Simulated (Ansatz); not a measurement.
```
Ni Si
1.0
     3.54200    0.00000    0.00000
     0.00000    3.54200    0.00000
     0.00000    0.00000    3.54200
Ni Si
3 1
Direct
  0.50000 0.50000 0.00000
  0.50000 0.00000 0.50000
  0.00000 0.50000 0.50000
  0.00000 0.00000 0.00000
```

Space group Pm-3m; computed pressure about −14 GPa in this cell.

Level of theory: Ansatz 0.2.0, Kohn-Sham DFT of a periodic cell, PBEsol, Ansatz PAW.

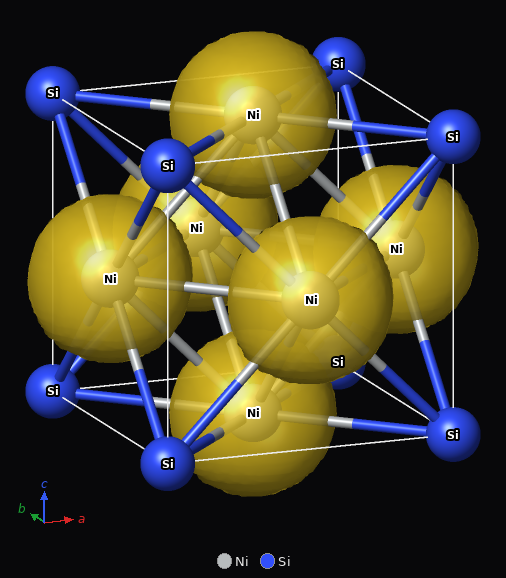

SiNi₃. Isosurface of the valence pseudo-density at 0.5 e/Å³ (yellow), seen slightly off an axis. Sticks mark near contacts.

In a PAW calculation such maps are meaningful between the atoms, not at the nuclei.

Q: How is the density connected at this value?

A: At this value the density breaks into separate islands; it holds about 80 % of the electrons treated as valence (semicore included). It bridges none of the near contacts. It is pinched off along the sampled Ni–Ni (2.50 Å) and Si–Ni (2.50 Å) contacts. On the grid the lowest density along these lines, outside the cores, is 0.32 e/Å³ (Ni–Ni, 2.50 Å) and 0.34 e/Å³ (Si–Ni, 2.50 Å).

Q: Does the calculation make it a metal, or give it a gap?

A: It is gapless in this calculation (a metal or semimetal).
